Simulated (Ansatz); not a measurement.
Consider Al3O (slab).

The calculation's input:

```
crystal:
  lattice:
    - [2.8567582918, 0.0, 0.0]
    - [0.0, 2.8567582918, 0.0]
    - [0.0, 0.0, 19.6746954317]
  atoms:
    - { symbol: Al, position: [0.5, 0.5, 0.2033068321] }
    - { symbol: Al, position: [0.0, 0.0, 0.3092728609] }
    - { symbol: Al, position: [0.5, 0.5, 0.4154928578] }
    - { symbol: O, position: [0.6666666667, 1.0, 0.4563287196] }
basis:
  ecutwfc: 420
kpoints:
  mp_grid: { grid: [9, 9, 1] }
hamiltonian:
  xc: pbe
  pseudopotentials: { kind: paw, azcp: { folder: soft_1 } }
scf:
  occupations: { method: gaussian, width: 0.1 }
output:
  forces: true
  eigenvalues: true
  write_density: true
  write_potential: true
  elf: true
  volumetric_format: npy
relax:
  adjacent_minimum: "off"
  f_tol: 0.025
  max_steps: 16
  constraints: [{ sites: [0, 1, 2] }, { sites: [3], fix: xy }]
efield:
  axis: 3
  dipole_correction: true
  ramp_width: 0.04
```

Launched as:

```sh
ansatz run input.yaml --threads 1 --pin off --max-ram 3072MiB --backend cpu --events-out ev --progress --plain --runs-dir out
```

A point of a scan over the structure, not its minimum; not relaxed (largest force 0.6 eV/Å); computed without spin polarisation; PAW files of the earlier set (soft_1).

Level of theory: DFT PBE, scalar-relativistic, plane waves, PAW in Ansatz 0.2.0.

### Predict the valence pseudo-density and electron localisation function between the atoms.

Al–O (1.71 Å): ρ at the midpoint is about 0.86 e/Å³; the ELF peaks at about 0.85 in the valence shell of O, 0.7 Å from its nucleus, and is about 0.80 at the midpoint.

### Metal or insulator at this level of theory?

It is metallic or semimetallic at this level of theory: no gap opens.

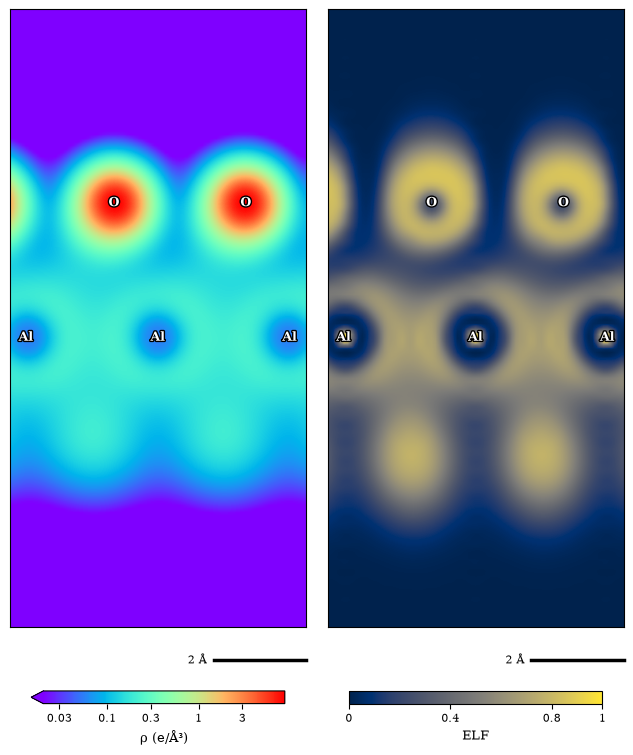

Computed valence pseudo-density and electron localisation function on the (010) plane of the calculation cell, a cut from vacuum to vacuum, in this order. 

Core electrons are frozen (PAW), and the valence fields are smoothed inside the atomic spheres.
